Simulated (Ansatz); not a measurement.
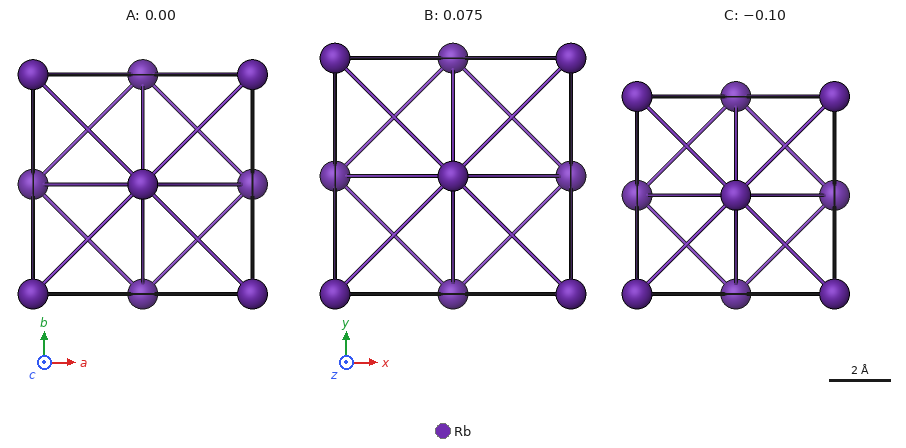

A scan of crystalline Rb (Fm-3m): the cell is strained equally along x and y, with the atoms kept at their fractional coordinates. x, y and z are the Cartesian axes of the input. A ball-and-stick model of the conventional cell (4 times the calculation's cell), seen along the c axis. Lengths and directions refer to the drawn axes.

The calculation used DFT PBEsol, scalar-relativistic, plane waves, PAW (Ansatz). Settings: plane-wave cutoff 420 eV; k-point mesh 12 × 12 × 12; occupations gaussian; smearing width 0.15 eV; no spin polarisation. Energies (free energies at the smearing named) are counted from the cell as listed in its source, which wasn't relaxed.

Order these geometries by energy, lowest first.

Answer. Lowest first: A (the strain 0.00, 0.0 meV/atom), C (the strain −0.10, 2.5 meV/atom), B (the strain 0.075, 35.4 meV/atom). Over the whole scan: the lowest computed point lies at the strain −0.05 (−8.2 meV/atom). The distortion takes the space group from Fm-3m to I4/mmm. At the strain −0.10 the cell of the drawing goes a 7.280 → 6.552 Å, b 7.280 → 6.552 Å.
